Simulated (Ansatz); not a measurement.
Geometry relaxation of Ti$_{10}$O$_{13}$ (part 2 of 3)

The same run, continued: Ti$_{10}$O$_{13}$ (23 atoms in the cell); DFT r2SCAN, scalar-relativistic, plane waves, PAW, no spin polarisation (Ansatz 0.2.0); cutoff 500 eV, 10×10×4 k-mesh, Gaussian smearing of 0.1 eV. The structure derives from a Materials Project entry.

Geometry of the input (Å; fractional positions):
```
4.6371  -2.0652  0.0000
4.6371  2.0652  0.0000
-0.9071  0.0000  12.0390
Ti 0.1691  0.1691  0.5400
Ti 0.4495  0.4495  0.6258
Ti 0.5505  0.5505  0.3742
Ti 0.8309  0.8309  0.4600
Ti 0.6166  0.6166  0.1559
Ti 0.9368  0.9368  0.2314
Ti 0.6927  0.6927  0.9290
Ti 0.3073  0.3073  0.0710
Ti 0.0632  0.0632  0.7686
Ti 0.3834  0.3834  0.8441
O  0.9624  0.9624  0.6104
O  0.2607  0.2607  0.6962
O  0.6416  0.6416  0.5404
O  0.0376  0.0376  0.3896
O  0.3584  0.3584  0.4596
O  0.7393  0.7393  0.3038
O  0.1206  0.1206  0.1518
O  0.4191  0.4191  0.2265
O  0.1857  0.1857  0.9201
O  0.5000  0.5000  0.0000
O  0.8143  0.8143  0.0799
O  0.5809  0.5809  0.7735
O  0.8794  0.8794  0.8482
```

### Log, continued
```
SCF iter   1: F=—  HF=-32470.585087 eV  |F-HF|=—  |Δ(HF+E_count)|=         —  Δρ=1.43e-4  dr2=1.37e-4  dr2_τ=1.26e-4  ethr=7.02e-8  ⟨swp⟩=1.0  Hψ=54157  notcnv=0
preconditioner: auto → LDOS  [metal: Δε(μ)=0.007 eV  Ē_g=10.747 eV  σ=0.100 eV  W_gap=0.04  n_scr=72 (ndim 8)  ℏωp=26.6 eV  f_vac=0.025  D(μ)=7.52/eV (n_scr^D=52)  β→1.0]
SCF iter   2: F=—  HF=-32470.585112 eV  |F-HF|=—  |Δ(HF+E_count)|=   2.59e-5  Δρ=7.35e-5  dr2=2.91e-5  dr2_τ=2.43e-6  ethr=6.92e-8  ⟨swp⟩=2.0  Hψ=19189  notcnv=0
SCF iter   3: F=—  HF=-32470.585108 eV  |F-HF|=—  |Δ(HF+E_count)|=   4.47e-6  Δρ=1.99e-5  dr2=1.50e-6  dr2_τ=9.68e-8  ethr=1.47e-8  ⟨swp⟩=2.0  Hψ=19657  notcnv=0
SCF iter   4: F=—  HF=-32470.585102 eV  |F-HF|=—  |Δ(HF+E_count)|=   5.84e-6  Δρ=6.27e-6  dr2=1.33e-7  dr2_τ=1.09e-8  ethr=7.59e-10  ⟨swp⟩=2.0  Hψ=21378  notcnv=0
SCF iter   5: F=—  HF=-32470.585102 eV  |F-HF|=—  |Δ(HF+E_count)|=   7.51e-9  Δρ=2.26e-6  dr2=1.15e-8  dr2_τ=1.64e-9  ethr=6.72e-11  ⟨swp⟩=2.0  Hψ=20070  notcnv=0
SCF iter   6: F=-32470.585102 eV  HF=-32470.585102 eV  |F-HF|=1.82e-10  |Δ(HF+E_count)|=  5.09e-11  Δρ=5.08e-7  dr2=6.87e-10  dr2_τ=6.51e-11  ethr=1.00e-12  ⟨swp⟩=8.7  Hψ=75361  notcnv=0
SCF 7 converged in 6 iterations: F = -32470.585102 eV  dr2 = 6.87e-10
relax step   7: F+E_penalty+E_count = -32470.58510218 eV  Δ(F+E_penalty+E_count) = -3.321e-6 eV  max|allowed force component| = 1.417e-3 eV/Å  Δτ_max = 0.0005 Å  P = -0.001 GPa  Ω = 229.158 Å³  energy of the carried Pulay correction = +1.140e-3 eV  (6 SCF iters, dr2 threshold 1.71e-9 eV, accepted)
Initial wavefunctions: pseudopotential atomic-orbital guess (no wavefunctions were taken with the density)
iter 1 solved again at ethr=3.34e-8 eV; its pass at ethr=3.10e-3 eV (dr2=6.61e-5 eV) is discarded
SCF iter   1: F=—  HF=-32470.583945 eV  |F-HF|=—  |Δ(HF+E_count)|=         —  Δρ=2.31e-5  dr2=1.22e-7  dr2_τ=7.95e-7  ethr=3.34e-8  ⟨swp⟩=5.3  Hψ=95206  notcnv=0
preconditioner: auto → LDOS  [metal: Δε(μ)=0.001 eV  Ē_g=10.746 eV  σ=0.100 eV  W_gap=0.00  n_scr=72 (ndim 8)  ℏωp=26.6 eV  f_vac=0.025  D(μ)=7.52/eV (n_scr^D=52)  β→1.0]
SCF iter   2: F=—  HF=-32470.583938 eV  |F-HF|=—  |Δ(HF+E_count)|=   7.03e-6  Δρ=2.78e-6  dr2=1.33e-8  dr2_τ=1.20e-9  ethr=6.14e-11  ⟨swp⟩=3.2  Hψ=29961  notcnv=0
SCF iter   3: F=—  HF=-32470.583938 eV  |F-HF|=—  |Δ(HF+E_count)|=   2.12e-9  Δρ=1.78e-6  dr2=5.25e-9  dr2_τ=6.39e-10  ethr=6.73e-12  ⟨swp⟩=2.0  Hψ=26013  notcnv=0
SCF iter   4: F=—  HF=-32470.583938 eV  |F-HF|=—  |Δ(HF+E_count)|=   1.36e-9  Δρ=5.88e-7  dr2=5.60e-10  dr2_τ=8.54e-11  ethr=2.65e-12  ⟨swp⟩=2.0  Hψ=20101  notcnv=0
SCF iter   5: F=-32470.583938 eV  HF=-32470.583938 eV  |F-HF|=1.46e-11  |Δ(HF+E_count)|=  1.53e-10  Δρ=1.11e-7  dr2=1.67e-11  dr2_τ=2.44e-12  ethr=1.00e-12  ⟨swp⟩=11.1  Hψ=74750  notcnv=0
SCF 8 converged in 5 iterations: F = -32470.583938 eV  dr2 = 1.67e-11
relax step   8: F+E_penalty+E_count = -32470.58393767 eV  Δ(F+E_penalty+E_count) = +1.165e-3 eV  max|allowed force component| = 1.398e-3 eV/Å  Δτ_max = 0.0000 Å  P = +0.000 GPa  Ω = 229.158 Å³  stress off target by 3.94e-3 GPa  SCF on the basis re-selected at this cell (its energy is not comparable with the rows above)  (5 SCF iters)
```

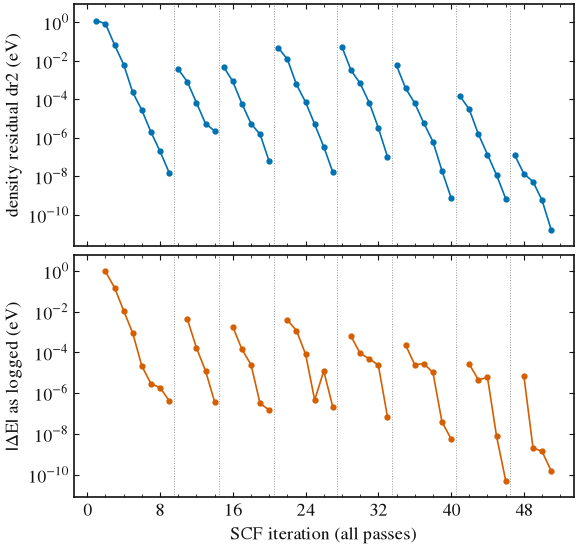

Convergence of the self-consistent field: density residual dr2 and size of the energy change against the SCF iteration. The dotted lines part the SCF passes of the relaxation: geometry steps, rejected trials and re-solves on a re-selected basis. The 8 passes take 5 to 9 iterations each, 51 in all.

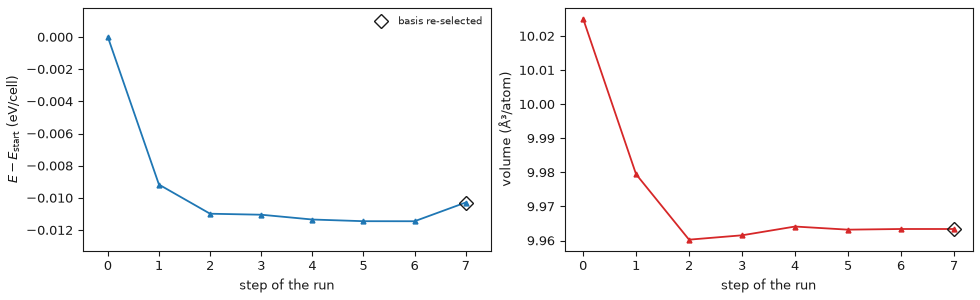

Progress of the relaxation, step by step (the first geometry is step 0 here and step 1 in the log). The largest moves relative to the cell, 0.013 Å, are those of Ti2 and Ti3. Largest moves by element: Ti 0.013 Å, O 0.012 Å. After 6 geometry steps the energy has fallen by 11.5 meV per cell of the calculation. Largest force component: 0.091 eV/Å at the start, 0.0014 eV/Å at the end. The pressure goes from −1.59 to 0.00 GPa. A last SCF at the same geometry on a re-selected plane-wave basis shifts the energy by +1.2 meV per cell of the calculation. (Atoms are counted from 1 in the order of the input.)

```
basis re-selected at this cell: Δ(F+E_penalty+E_count) = +1.165e-3 eV, ΔP = +0.002 GPa vs the last step (what re-selecting the basis moved, of the pressure what is left beyond the Pulay correction that the steps carried, after the strain that the cell walked since its last selection, with what the two solves' SCF thresholds leave and, on support functions, any second-order correction that the steps lacked; it is no measure of the basis error at this ecutwfc). This SCF's stress stands 3.94e-3 GPa from its target on what of the cell is left free (relax.cell.stress_tol is 5.00e-2 GPa) and its largest allowed force component is 1.40e-3 eV/Å (relax.f_tol is 5.00e-3 eV/Å): within both
SCF converged after 5 iterations
Free energy (F): -32470.583938 eV
Harris-Foulkes:  -32470.583938 eV  (|F-HF|=1.46e-11)
Internal energy: -32470.546345 eV  (E = F + TS)
E sigma→0 (E₀):  -32470.565141 eV
Entropy (-TS):   -0.037593 eV (-1.634 meV/atom)
Fermi energy:    15.119292 eV
--- Per-component energies (eV) ---
  E_band       = -1498.267238
  E_kinetic    = 5060.823339
  E_local      = -11612.894824  (includes V_loc(G=0)·N_el)
  E_nonlocal   = 686.038802
  E_hartree    = 4599.000805
  E_xc         = -1902.368639
  E_vxc        = -2725.956077  (∫ρ·V_xc dr)
  E_paw        = -12649.526343  (= ΣΔE_a)
  E_vpaw       = -2282.772452  (= ΣTr[D̂ρ^β])
  E_aug_tail   = 0.014033  (compensation charges beyond the density's cutoff)
  E_vtau       = 178.478767  (kinetic-family band-sum trace: ∫τ·v_τ [+ j·A + Jᵃ·Aᵃ] dr)
  E_ewald      = -16648.683714
  E_core_change = -2.949803  (= ΣΔE_core)
  E_smearing   = -0.037593  (= −TS)
  E_closure    = -0.000000  (closes the sum)
  Σ components = -32470.583938   (vs F -32470.583938, Δ=0.00e0)
--- Forces (eV/Å), atoms counted from 1 ---
  atom   1  Ti     0.00081147     0.00000000    -0.00005879
  atom   2  Ti    -0.00026487     0.00000000    -0.00103953
  atom   3  Ti     0.00026487    -0.00000000     0.00103953
  atom   4  Ti    -0.00081147    -0.00000000     0.00005879
  atom   5  Ti    -0.00056967     0.00000000    -0.00019552
  atom   6  Ti     0.00069391    -0.00000000    -0.00002187
  atom   7  Ti     0.00023137    -0.00000000     0.00120665
  atom   8  Ti    -0.00023137     0.00000000    -0.00120665
  atom   9  Ti    -0.00069391     0.00000000     0.00002187
  atom  10  Ti     0.00056967    -0.00000000     0.00019552
  atom  11  O      0.00039338    -0.00000000     0.00069114
  atom  12  O      0.00010024     0.00000000     0.00007516
  atom  13  O     -0.00087267     0.00000000     0.00062064
  atom  14  O     -0.00039338     0.00000000    -0.00069114
  atom  15  O      0.00087267    -0.00000000    -0.00062064
  atom  16  O     -0.00010024    -0.00000000    -0.00007516
  atom  17  O      0.00015400    -0.00000000    -0.00032354
  atom  18  O     -0.00009679     0.00000000    -0.00049057
  atom  19  O      0.00025396     0.00000000    -0.00139773
  atom  20  O      0.00000000     0.00000000    -0.00000000
  atom  21  O     -0.00025396    -0.00000000     0.00139773
  atom  22  O      0.00009679    -0.00000000     0.00049057
  atom  23  O     -0.00015400     0.00000000     0.00032354
  max |Σ_I F_I| component: 1.08e-19 eV/Å
--- Stress (GPa, compression-positive) ---
       -0.002711       0.000000       0.002073
        0.000000       0.003511       0.000000
        0.002073       0.000000      -0.000433
  P = ⅓ Tr σ = 0.0001 GPa (0.001 kbar)
--- Band table (eV; the first three rows and the last of 117) ---
  k-point 0: bands = ["-45.6585", "-45.6369", "-45.6105", "-45.5653", "-45.4228", "-45.4138", "-45.3999", "-45.3565", "-45.3133", "-45.2750", "-21.0854", "-21.0852", "-21.0600", "-21.0417", "-21.0202", "-21.0126", "-21.0008", "-20.9699", "-20.9594", "-20.9510", "-20.9504", "-20.9340", "-20.8393", "-20.8084", "-20.8077", "-20.7525", "-20.7417", "-20.7403", "-20.7173", "-20.6541", "-20.6174", "-20.6086", "-20.5956", "-20.5759", "-20.5509", "-20.4886", "-20.4686", "-20.4043", "-20.4016", "-20.2716", "-7.9055", "-7.5037", "-7.4138", "-7.0650", "-7.0199", "-6.9573", "-6.9113", "-6.7697", "-6.6415", "-6.5099", "-6.1421", "-6.1350", "-5.8880", "6.5672", "6.6062", "6.8870", "7.0627", "7.1247", "7.3815", "7.4405", "7.4770", "7.5670", "7.6076", "7.6341", "7.6559", "7.6662", "7.8068", "7.8810", "7.9613", "8.0570", "8.1909", "8.2258", "8.3116", "8.3360", "8.3553", "8.3629", "8.5490", "8.6143", "8.6409", "8.9745", "8.9814", "9.0345", "9.0480", "9.2610", "9.2619", "9.7582", "9.8945", "9.9611", "10.2639", "10.4173", "10.5017", "10.5155", "12.7675", "13.0271", "13.7908", "13.9058", "14.1573", "14.3563", "14.5177", "14.7143", "15.1623", "15.4801", "15.5321", "15.5522", "15.5525", "15.6007", "15.7120", "15.7204", "15.8891", "15.8952", "16.0979", "16.1613", "16.1620", "16.3811", "16.4556", "16.5883", "16.6418", "16.8345", "16.8731", "16.9750", "17.0390", "17.0779"]
  k-point 1: bands = ["-45.6583", "-45.6372", "-45.6103", "-45.5653", "-45.4235", "-45.4117", "-45.4015", "-45.3563", "-45.3133", "-45.2750", "-21.0886", "-21.0835", "-21.0556", "-21.0448", "-21.0178", "-21.0128", "-21.0010", "-20.9696", "-20.9580", "-20.9567", "-20.9516", "-20.9333", "-20.8241", "-20.8097", "-20.8060", "-20.7622", "-20.7520", "-20.7457", "-20.7125", "-20.6481", "-20.6229", "-20.6044", "-20.5927", "-20.5786", "-20.5462", "-20.4886", "-20.4687", "-20.4108", "-20.3961", "-20.2726", "-7.8740", "-7.6267", "-7.3011", "-7.0686", "-7.0432", "-6.9366", "-6.9139", "-6.7845", "-6.6330", "-6.5148", "-6.1475", "-6.1305", "-5.8881", "6.5519", "6.7036", "6.9037", "7.0460", "7.1248", "7.2641", "7.3080", "7.4784", "7.5920", "7.6415", "7.6571", "7.6679", "7.6775", "7.7862", "7.8916", "7.9246", "8.0727", "8.1964", "8.2246", "8.2812", "8.3064", "8.4278", "8.5199", "8.5366", "8.5668", "8.6816", "8.8254", "8.9499", "9.0839", "9.0948", "9.2334", "9.5031", "9.6087", "9.9467", "9.9813", "10.1877", "10.4185", "10.4658", "10.5014", "12.5583", "13.3252", "13.8030", "13.9351", "14.1402", "14.3215", "14.4438", "14.6041", "15.3019", "15.4091", "15.5358", "15.5510", "15.5637", "15.6443", "15.6510", "15.7552", "15.8816", "15.9371", "15.9917", "16.1829", "16.2848", "16.4590", "16.5173", "16.5426", "16.6810", "16.7312", "16.9012", "16.9620", "17.0099", "17.0811"]
  k-point 2: bands = ["-45.6582", "-45.6374", "-45.6101", "-45.5654", "-45.4241", "-45.4089", "-45.4038", "-45.3560", "-45.3134", "-45.2750", "-21.0879", "-21.0865", "-21.0494", "-21.0465", "-21.0132", "-21.0129", "-21.0090", "-20.9684", "-20.9581", "-20.9550", "-20.9545", "-20.9337", "-20.8103", "-20.8049", "-20.7999", "-20.7830", "-20.7612", "-20.7488", "-20.7084", "-20.6435", "-20.6269", "-20.6018", "-20.5884", "-20.5823", "-20.5416", "-20.4885", "-20.4687", "-20.4145", "-20.3936", "-20.2736", "-7.8112", "-7.7340", "-7.2256", "-7.0834", "-7.0612", "-6.9212", "-6.9114", "-6.8034", "-6.6236", "-6.5204", "-6.1510", "-6.1280", "-5.8882", "6.5582", "6.8330", "6.9115", "7.0095", "7.1213", "7.1248", "7.2628", "7.4110", "7.6022", "7.6213", "7.6332", "7.6828", "7.6972", "7.9098", "7.9551", "7.9801", "8.0076", "8.0590", "8.2499", "8.2952", "8.3185", "8.4469", "8.5003", "8.5458", "8.6153", "8.7118", "8.7291", "8.8787", "9.1766", "9.2161", "9.3884", "9.4232", "9.5398", "9.9957", "10.0224", "10.0394", "10.4227", "10.4243", "10.5029", "12.4451", "13.5412", "13.9634", "13.9942", "14.0250", "14.1338", "14.2997", "14.6901", "15.3072", "15.3853", "15.5345", "15.5697", "15.5963", "15.6531", "15.7130", "15.7634", "15.7635", "15.8889", "16.0543", "16.2770", "16.3243", "16.4900", "16.5203", "16.6141", "16.6564", "16.7092", "16.9418", "16.9480", "16.9700", "17.0071"]
  k-point 116: bands = ["-45.6436", "-45.6309", "-45.6161", "-45.5659", "-45.4223", "-45.4176", "-45.3869", "-45.3576", "-45.3249", "-45.2876", "-21.1156", "-21.0972", "-21.0738", "-21.0726", "-21.0604", "-21.0162", "-21.0081", "-20.9438", "-20.9110", "-20.9069", "-20.8889", "-20.8769", "-20.8481", "-20.8417", "-20.8083", "-20.7289", "-20.7218", "-20.7191", "-20.6748", "-20.6728", "-20.6707", "-20.6309", "-20.6084", "-20.5784", "-20.5688", "-20.4886", "-20.4830", "-20.4628", "-20.3407", "-20.3102", "-7.4902", "-7.2668", "-7.2404", "-7.2209", "-7.1373", "-7.0420", "-6.9486", "-6.9241", "-6.4378", "-6.4279", "-6.3936", "-6.3390", "-5.9989", "6.6281", "6.7439", "6.8047", "6.9137", "7.0893", "7.1452", "7.1632", "7.1716", "7.3365", "7.3977", "7.5088", "7.7079", "7.7442", "7.9098", "7.9526", "8.0082", "8.2736", "8.2895", "8.4629", "8.6742", "8.7582", "8.8049", "8.8268", "8.8392", "8.9520", "9.0168", "9.0526", "9.1675", "9.2089", "9.3028", "9.3484", "9.3582", "9.4493", "9.5127", "9.6598", "9.6877", "10.0656", "10.2063", "10.3704", "12.6723", "12.9398", "13.1535", "13.1625", "13.2767", "13.3817", "13.7325", "14.1513", "15.2313", "15.4058", "15.4091", "15.4673", "15.6048", "15.7288", "16.1190", "16.1228", "16.3558", "16.3771", "16.4151", "16.4636", "16.5121", "16.5873", "16.6274", "16.7309", "16.7469", "16.8744", "16.9738", "17.0268", "17.1156", "17.1440"]
--- Relaxed structure (7 steps of the walk, 7 accepted, 1 SCFs on fresh bases) ---
  F+E_penalty+E_count = -32470.58393767 eV   max|allowed force component| = 1.398e-3 eV/Å   (the final SCF, on the basis selected at the relaxed cell)
  cell:  # Å, volume = 229.1577 Å³
    - [4.6249555938945, -2.059731270325731, -0.004802508533855613]
    - [4.6249555938945, 2.059731270325731, -0.004802508533855613]
    - [-0.9171838671539572, -2.283327881121689e-18, 12.028756493605417]
  atoms:
    - { symbol: Ti, position: [0.16963205991271477, 0.16963205991271477, 0.5403538666908126] }
    - { symbol: Ti, position: [0.4482865620071128, 0.4482865620071128, 0.6252537687449148] }
    - { symbol: Ti, position: [0.5517134379928874, 0.5517134379928874, 0.37474623125508516] }
    - { symbol: Ti, position: [0.8303679400872854, 0.8303679400872854, 0.4596461333091873] }
    - { symbol: Ti, position: [0.6167541089238996, 0.6167541089238996, 0.15565647991846554] }
    - { symbol: Ti, position: [0.9365000266577026, 0.9365000266577026, 0.23063483962546344] }
    - { symbol: Ti, position: [0.6921545275060552, 0.6921545275060552, 0.9286396524962451] }
    - { symbol: Ti, position: [0.307845472493945, 0.307845472493945, 0.07136034750375468] }
    - { symbol: Ti, position: [0.0634999733422974, 0.0634999733422974, 0.7693651603745366] }
    - { symbol: Ti, position: [0.38324589107610046, 0.38324589107610046, 0.8443435200815346] }
    - { symbol: O, position: [0.9629342403314588, 0.9629342403314588, 0.6107683204944563] }
    - { symbol: O, position: [0.2605438666427855, 0.2605438666427855, 0.6966884147237334] }
    - { symbol: O, position: [0.6415787517821181, 0.6415787517821181, 0.5405436323472693] }
    - { symbol: O, position: [0.037065759668541316, 0.03706575966854131, 0.3892316795055437] }
    - { symbol: O, position: [0.35842124821788174, 0.35842124821788174, 0.4594563676527306] }
    - { symbol: O, position: [0.7394561333572144, 0.7394561333572144, 0.3033115852762664] }
    - { symbol: O, position: [0.12085879264787006, 0.12085879264787006, 0.15197595453130955] }
    - { symbol: O, position: [0.42032207144373185, 0.42032207144373185, 0.22690562782726845] }
    - { symbol: O, position: [0.18577336250363946, 0.18577336250363946, 0.9206316272816074] }
    - { symbol: O, position: [0.4999999999999999, 0.4999999999999999, 5.421010862427522e-20] }
    - { symbol: O, position: [0.8142266374963605, 0.8142266374963605, 0.07936837271839238] }
    - { symbol: O, position: [0.5796779285562682, 0.5796779285562682, 0.7730943721727316] }
    - { symbol: O, position: [0.8791412073521301, 0.8791412073521301, 0.8480240454686905] }
```
